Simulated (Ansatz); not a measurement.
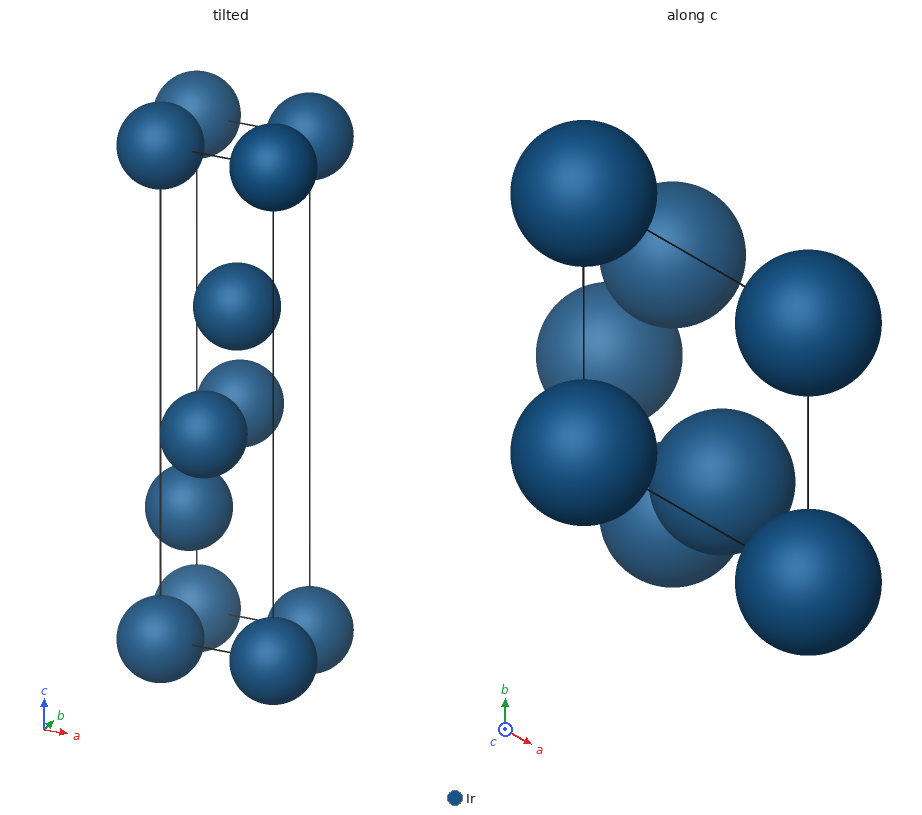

The figure gives a spheres-only picture of the atoms, viewed slightly off an axis and along the c axis. The unit cell is outlined; an atom on or near a face, edge or corner is repeated at each equivalent position.

Ir, a = 2.73 Å, b = 2.73 Å, c = 8.84 Å, α = 90.00°, β = 90.00°, γ = 120.00°.

Level of theory and settings: Ansatz, DFT r2SCAN, scalar-relativistic, plane waves, PAW, a plane-wave cutoff of 500 eV, k-grid 12×12×4, Gaussian smearing of 0.15 eV, no spin polarisation.

Question: Classify it as metallic or gapped, with the value.

Answer: A metal: bands cross the Fermi level.

Question: What pressure does the calculation give for this cell?

Answer: The computed pressure is 55.7 GPa (compressed: it would expand). The stress isn't hydrostatic: its largest component is 105.1 GPa.

The cell started as a structure listed in the Materials Project. The cell was then strained or its atoms displaced on purpose. It went into a calculation with Ansatz.

At this level of theory the run's own cell isn't at rest (compressed, at 56 GPa and forces up to 13.6 eV/Å), so its distances can differ from those at equilibrium, the more so the softer the solid.
